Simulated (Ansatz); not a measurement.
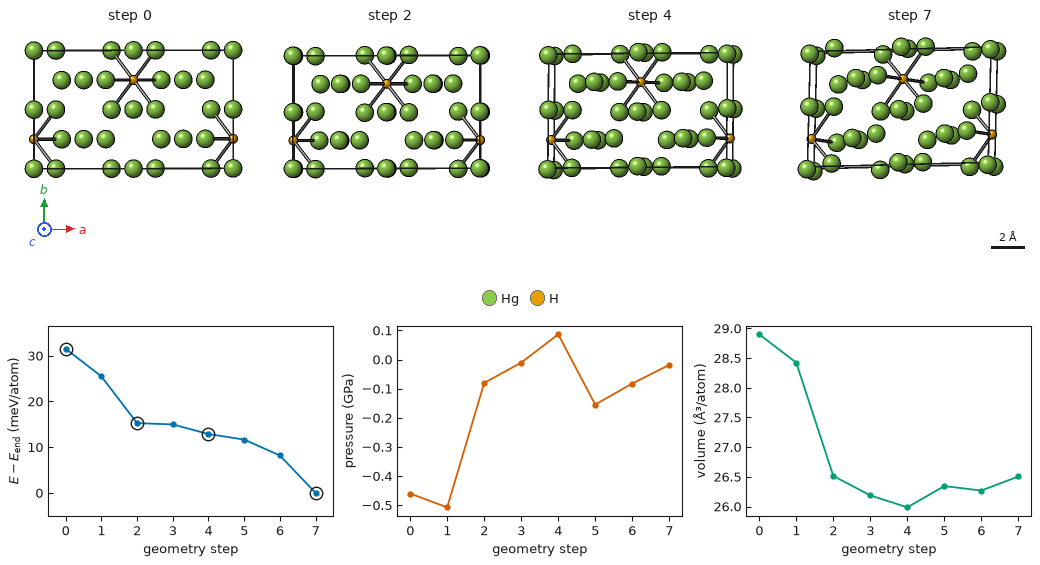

Frames of a relaxation of a crystal of Hg$_{12}$H (set up in P-1) (coarse preliminary run), marked on the history of the run. The picture is a ball-and-stick view of the conventional cell (2 times the calculation's cell), seen along the c axis. Lengths and directions refer to the drawn axes.

Case: 1 H put on empty site 1 of 4 host cells, relaxed.

All numbers below come from DFT PBE, scalar-relativistic, plane waves, PAW in Ansatz 0.2.0.

Input file:
```yaml
crystal:
  lattice:
    - [7.1686765806, -0.2143345396, -0.3431708676]
    - [-3.3767349722, 6.328660696, 0.3074256848]
    - [-1.4089831938, -1.1798859726, 8.4543209435]
  atoms:
    - { symbol: Hg, position: [0.2789246643, 0.3889769888, 0.3360949947] }
    - { symbol: Hg, position: [0.2789246643, 0.8889769888, 0.3360949947] }
    - { symbol: Hg, position: [0.7789246643, 0.3889769888, 0.3360949947] }
    - { symbol: Hg, position: [0.7789246643, 0.8889769888, 0.3360949947] }
    - { symbol: Hg, position: [0.2210753357, 0.1110230112, 0.6639050053] }
    - { symbol: Hg, position: [0.2210753357, 0.6110230112, 0.6639050053] }
    - { symbol: Hg, position: [0.7210753357, 0.1110230112, 0.6639050053] }
    - { symbol: Hg, position: [0.7210753357, 0.6110230112, 0.6639050053] }
    - { symbol: Hg, position: [0.0, 0.0, 0.0] }
    - { symbol: Hg, position: [0.0, 0.5, 0.0] }
    - { symbol: Hg, position: [0.5, 0.0, 0.0] }
    - { symbol: Hg, position: [0.5, 0.5, 0.0] }
    - { symbol: H, position: [0.0, 0.25, 0.5] }
basis:
  ecutwfc: 420
kpoints:
  mp_grid: { grid: [4, 4, 2] }
hamiltonian:
  xc: pbe
scf:
  occupations: { method: gaussian, width: 0.1 }
output:
  forces: true
  stress: true
  eigenvalues: true
relax:
  adjacent_minimum: "off"
  f_tol: 0.0325
  max_steps: 70
  cell: { stress_tol: 0.24 }
```

Command:
```bash
ansatz run input.yaml --threads 2 --pin off --max-ram 5120MiB --backend cpu --events-out ev --progress --plain --runs-dir out
```

Question: Describe the path.

Answer: The run was cut off at its time limit before the relaxation converged, so the last structure is only a point on the way. The largest moves relative to the cell, 0.35 Å, are those of Hg1 and Hg7. Hg7 goes roughly along [0 3 2]. H stays in place. The volume changes by −8.3 %, with a 12.453 → 11.578 Å (−7.0 %), b 7.180 → 7.014 Å (−2.3 %), c 8.652 → 9.100 Å (+5.2 %), α 90.1° → 88.6°, β 103.7° → 110.9°, γ 89.9° → 87.5°. Near-neighbour distances that change, for instance: Hg3–H13 2.487 → 2.141 Å, Hg1–H13 2.490 → 2.732 Å, Hg4–H13 2.493 → 2.657 Å. The space group stays P-1 (No. 2). After 7 geometry steps the energy has fallen by 31.5 meV per atom. Largest force component: 0.1 eV/Å at the start, 0.17 eV/Å at the end. The pressure goes from −0.46 to −0.02 GPa. From step 0 to 2: Hg atoms move most (0.17 Å), volume −8.3 %, energy −16.3 meV per atom. From step 2 to 4: Hg atoms move most (0.18 Å), volume −2.0 %, energy −2.4 meV per atom. From step 4 to 7: Hg atoms move most (0.24 Å), volume +2.0 %, energy −12.9 meV per atom.

```csv
step,"E − E(0), meV/atom","largest force component, eV/Å","pressure, GPa","volume, Å³/atom"
0,0.00,0.1043,-0.46,28.900
1,-6.04,0.0627,-0.51,28.422
2,-16.26,0.0611,-0.08,26.515
3,-16.55,0.0827,-0.01,26.188
4,-18.65,0.0612,0.09,25.987
5,-19.86,0.0641,-0.15,26.344
6,-23.34,0.1260,-0.08,26.269
7,-31.53,0.1682,-0.02,26.506
```
